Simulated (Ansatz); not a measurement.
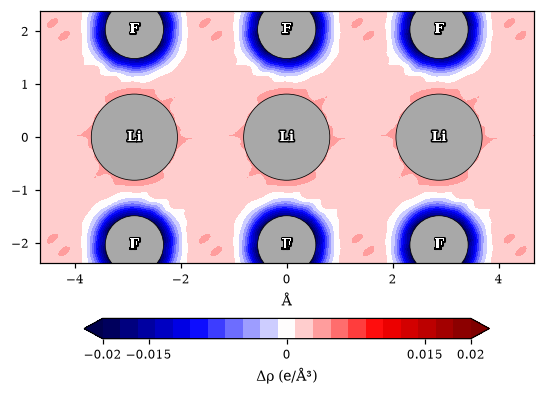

LiF. Difference of the valence pseudo-densities of two functionals at the same geometry, on the (011̄) plane of the calculation cell: one of PBE and r2SCAN less the other.

Space group Fm-3m; a structure generated by program, which may or may not match a known phase.

Both computed with Ansatz (plane waves, PAW), on the same k-point mesh. Grey discs cover the atomic cores.

Q: Which was subtracted from which, and what does the map show?

A: It is PBE less r2SCAN. Against r2SCAN, PBE gives less density around F (−0.010 e/Å³ on average at 0.7 Å from the nucleus).
